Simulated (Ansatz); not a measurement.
## SiC: a changed input and its effect

System: SiC (2 atoms in the cell).
Method of run A: DFT, PBE, plane waves, PAW, no spin polarisation (Ansatz 0.2.0).

The structure was built on a prototype by a generator. The geometry comes from this level: r2SCAN (a point of a series of strains). Text and figures count atoms from 1; the logs count them from 0 in places.

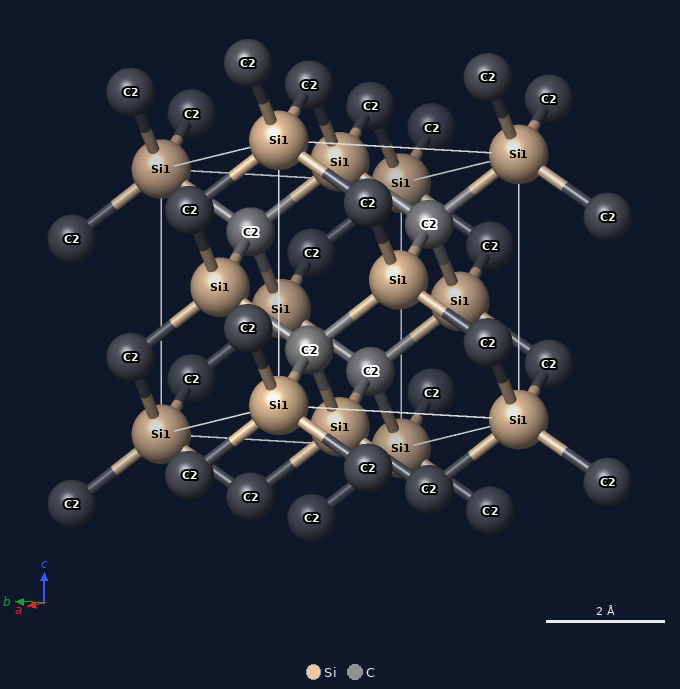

The input geometry (ball-and-stick view of the cell 4 times as large as that of the calculation, set on its symmetry axes, seen at an oblique angle; neighbours outside the cell are drawn fainter; atoms are numbered from 1 in the order of the input).

### Input, run A
```yaml
crystal:
  lattice:
    - [0.0, 2.2817276394, 2.2817276394]
    - [2.2817276394, 0.0, 2.2817276394]
    - [2.2817276394, 2.2817276394, 0.0]
  atoms:
    - { symbol: Si, position: [0.0, 0.0, 0.0] }
    - { symbol: C, position: [0.25, 0.25, 0.25] }
kpoints:
  mp_grid: { grid: [10, 10, 10] }
  band_path:
    path:
      - [0.0, 0.0, 0.0]
      - [-0.5, -0.5, 0.0]
      - [-0.375, -0.375, 0.25]
      - [-0.375, 0.0, 0.375]
      - [0.0, 0.0, 0.5]
      - [-0.5, -0.25, 0.25]
    npoints: 1
hamiltonian:
  xc: pbe
scf:
  occupations: { method: fermi_dirac, width: 0.02 }
  n_extra_bands: 4
output:
  forces: true
  stress: true
  eigenvalues: true
```

Hardware: 4 threads of an Arm (aarch64) CPU, shared host.

### Output, shortened to warnings, some set-up lines, iterations and results (run A)
```
Basis set: ecut = 420 eV, 459 PW (Γ), exchange–correlation on 48×48×48 points (8 copies of the dense FFT grid, shifted against one another)
Symmetry: 24 space group operations
k-points: 47 of 1000 (time reversal used)
Initial density: superposition of atomic densities (neutral atoms: chi_scale 0, normalization atom), corrected by the library's trained network
[...]
SCF iter   1: F=—  HF=-886.965628 eV  |F-HF|=—  |Δ(HF+E_count)|=         —  Δρ=3.72e-3  dr2=4.21e-3  ethr=1.77e-3  ⟨swp⟩=6.1  Hψ=3171  notcnv=0
SCF iter   2: F=—  HF=-886.964879 eV  |F-HF|=—  |Δ(HF+E_count)|=   7.49e-4  Δρ=1.60e-3  dr2=5.55e-4  ethr=5.27e-5  ⟨swp⟩=2.7  Hψ=1055  notcnv=0
SCF iter   3: F=—  HF=-886.964754 eV  |F-HF|=—  |Δ(HF+E_count)|=   1.25e-4  Δρ=4.76e-4  dr2=2.41e-5  ethr=6.94e-6  ⟨swp⟩=2.5  Hψ=582  notcnv=0
SCF iter   4: F=—  HF=-886.964778 eV  |F-HF|=—  |Δ(HF+E_count)|=   2.34e-5  Δρ=6.58e-5  dr2=1.21e-6  ethr=3.01e-7  ⟨swp⟩=2.6  Hψ=558  notcnv=0
SCF iter   5: F=-886.964778 eV  HF=-886.964778 eV  |F-HF|=8.57e-10  |Δ(HF+E_count)|=   1.01e-7  Δρ=4.93e-6  dr2=4.70e-9  ethr=1.52e-8  ⟨swp⟩=2.4  Hψ=549  notcnv=0
SCF iter   6: F=-886.964778 eV  HF=-886.964778 eV  |F-HF|=9.79e-11  |Δ(HF+E_count)|=   3.21e-9  Δρ=8.78e-7  dr2=1.51e-10  ethr=5.87e-11  ⟨swp⟩=1.7  Hψ=1188  notcnv=0
SCF 1 converged in 6 iterations: F = -886.964778 eV  dr2 = 1.51e-10
NSCF: frozen V_eff on 6 k-points
SCF converged after 6 iterations
Free energy (F): -886.964778 eV
Harris-Foulkes:  -886.964778 eV  (|F-HF|=9.79e-11)
Internal energy: -886.964778 eV  (E = F + TS)
E sigma→0 (E₀):  -886.964778 eV
Fermi energy:    8.560595 eV
--- Per-component energies (eV) ---
  E_band       = 18.229937
  E_kinetic    = 128.686900
  E_local      = -112.932854  (includes V_loc(G=0)·N_el)
  E_nonlocal   = 50.397856
  E_hartree    = 33.468060
  E_xc         = -103.147190
  E_vxc        = -106.288927  (∫ρ·V_xc dr)
  E_paw        = -611.475281  (= ΣΔE_a)
  E_vpaw       = -8.569079  (= ΣTr[D̂ρ^β])
  E_aug_tail   = 0.000013  (compensation charges beyond the density's cutoff)
  E_ewald      = -271.962282
  E_smearing   = -0.000000  (= −TS)
  E_closure    = 0.000000  (closes the sum)
  Σ components = -886.964778   (vs F -886.964778, Δ=0.00e0)
--- Forces (eV/Å), atoms counted from 1 ---
  atom   1  Si     0.00000000     0.00000000    -0.00000000
  atom   2  C     -0.00000000     0.00000000     0.00000000
  max |Σ_I F_I| component: 1.11e-16 eV/Å
--- Stress (GPa, compression-positive) ---
      -20.487664      -0.000000      -0.000000
       -0.000000     -20.487664       0.000000
        0.000000       0.000000     -20.487664
  P = ⅓ Tr σ = -20.4877 GPa (-204.877 kbar)
```

For run B the input was changed thus:
```diff
-  xc: pbe
+  xc: r2scan
-  occupations: { method: fermi_dirac, width: 0.02 }
+  occupations: { method: fixed }
```

What does this change do to the results?

The total energies belong to different methods, so their difference says nothing on which is more stable or more accurate. The gap on the mesh goes from 1.47 to 1.79 eV. The pressure goes from −20.49 to −24.05 GPa. The functional changes from PBE to r2SCAN. The SCF takes 7 iterations against 6. The default cutoff goes from 420 to 500 eV with the change. The plane waves at Γ go from 459 to 609.

### Output, shortened to warnings, some set-up lines, iterations and results (run B)
```
Basis set: ecut = 500 eV, 609 PW (Γ), exchange–correlation on 96×96×96 points (64 copies of the dense FFT grid, shifted against one another)
Symmetry: 24 space group operations
k-points: 47 of 1000 (time reversal used)
Initial density: superposition of atomic densities (neutral atoms: chi_scale 0, normalization atom), corrected by the library's trained network
[...]
SCF iter   1: F=—  HF=-891.043159 eV  |F-HF|=—  |Δ(HF+E_count)|=         —  Δρ=5.70e-3  dr2=4.22e-3  dr2_τ=1.26e-1  ethr=1.77e-3  ⟨swp⟩=5.0  Hψ=2680  notcnv=0  defer=82
SCF iter   2: F=—  HF=-891.073780 eV  |F-HF|=—  |Δ(HF+E_count)|=   3.06e-2  Δρ=3.47e-3  dr2=1.74e-3  dr2_τ=4.54e-5  ethr=5.27e-5  ⟨swp⟩=2.0  Hψ=1040  notcnv=0  defer=88
SCF iter   3: F=—  HF=-891.073973 eV  |F-HF|=—  |Δ(HF+E_count)|=   1.93e-4  Δρ=2.13e-3  dr2=1.45e-3  dr2_τ=1.01e-4  ethr=2.17e-5  ⟨swp⟩=2.0  Hψ=661  notcnv=0  defer=88
SCF iter   4: F=—  HF=-891.073582 eV  |F-HF|=—  |Δ(HF+E_count)|=   3.92e-4  Δρ=5.06e-4  dr2=7.85e-5  dr2_τ=1.18e-6  ethr=1.82e-5  ⟨swp⟩=2.9  Hψ=630  notcnv=0  defer=83
SCF iter   5: F=—  HF=-891.073564 eV  |F-HF|=—  |Δ(HF+E_count)|=   1.76e-5  Δρ=1.19e-4  dr2=3.14e-6  dr2_τ=7.89e-8  ethr=9.81e-7  ⟨swp⟩=2.1  Hψ=538  notcnv=0  defer=51
SCF iter   6: F=—  HF=-891.073564 eV  |F-HF|=—  |Δ(HF+E_count)|=   8.48e-9  Δρ=2.46e-5  dr2=1.55e-7  dr2_τ=1.99e-9  ethr=3.92e-8  ⟨swp⟩=2.1  Hψ=563  notcnv=0  defer=26
SCF iter   7: F=-891.073564 eV  HF=-891.073564 eV  |F-HF|=2.93e-9  |Δ(HF+E_count)|=   1.55e-9  Δρ=6.74e-6  dr2=1.15e-8  dr2_τ=1.65e-10  ethr=1.25e-9  ⟨swp⟩=6.0  Hψ=1930  …
SCF 1 converged in 7 iterations: F = -891.073564 eV  dr2 = 1.15e-8
NSCF: frozen V_eff on 6 k-points
SCF converged after 7 iterations
Free energy (F): -891.073564 eV
Harris-Foulkes:  -891.073564 eV  (|F-HF|=2.93e-9)
Internal energy: -891.073564 eV  (E = F + TS)
E sigma→0 (E₀):  -891.073564 eV
Fermi energy:    7.714024 eV
--- Per-component energies (eV) ---
  E_band       = 15.075682
  E_kinetic    = 128.733538
  E_local      = -111.817808  (includes V_loc(G=0)·N_el)
  E_nonlocal   = 48.832754
  E_hartree    = 33.756357
  E_xc         = -98.838166
  E_vxc        = -115.182530  (∫ρ·V_xc dr)
  E_paw        = -619.676757  (= ΣΔE_a)
  E_vpaw       = -8.460364  (= ΣTr[D̂ρ^β])
  E_aug_tail   = 0.000008  (compensation charges beyond the density's cutoff)
  E_vtau       = 5.458149  (kinetic-family band-sum trace: ∫τ·v_τ [+ j·A + Jᵃ·Aᵃ] dr)
  E_ewald      = -271.962282
  E_core_change = -0.101207  (= ΣΔE_core)
  E_smearing   = -0.000000  (= −TS)
  E_closure    = -0.000000  (closes the sum)
  Σ components = -891.073564   (vs F -891.073564, Δ=0.00e0)
--- Forces (eV/Å), atoms counted from 1 ---
  atom   1  Si     0.00000000    -0.00000000    -0.00000000
  atom   2  C     -0.00000000     0.00000000     0.00000000
  max |Σ_I F_I| component: 1.11e-16 eV/Å
--- Stress (GPa, compression-positive) ---
      -24.045557      -0.000000      -0.000000
       -0.000000     -24.045557       0.000000
       -0.000000       0.000000     -24.045557
  P = ⅓ Tr σ = -24.0456 GPa (-240.456 kbar)
```

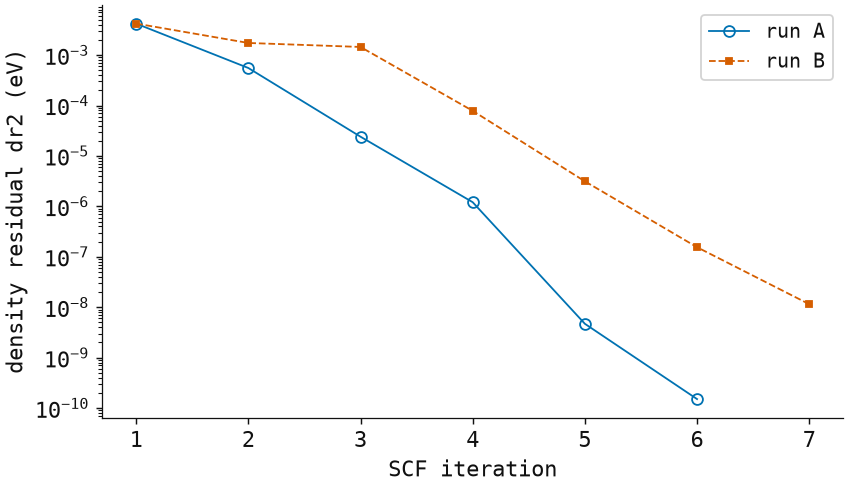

Convergence of the two runs: density residual dr2 against the SCF iteration. Run A takes 6 iterations in all, and run B takes 7.

### The two runs side by side

```csv
quantity,run A,run B
outcome,converged,converged
free energy per atom (eV),−443.4824,−445.5368
gap on the mesh (eV),1.47,1.79
pressure (GPa),−20.49,−24.05
largest force (eV/Å),0.000,0.000
SCF iterations,6,7
irreducible k-points,47,47
plane waves at Γ,459,609
wall time (shared host),0.58 s,1.1 s
```

For run A: The cell is under a tension of 20 GPa at this level, so it is not at its equilibrium volume. For run B: The cell is under a tension of 24 GPa at this level, so it is not at its equilibrium volume.
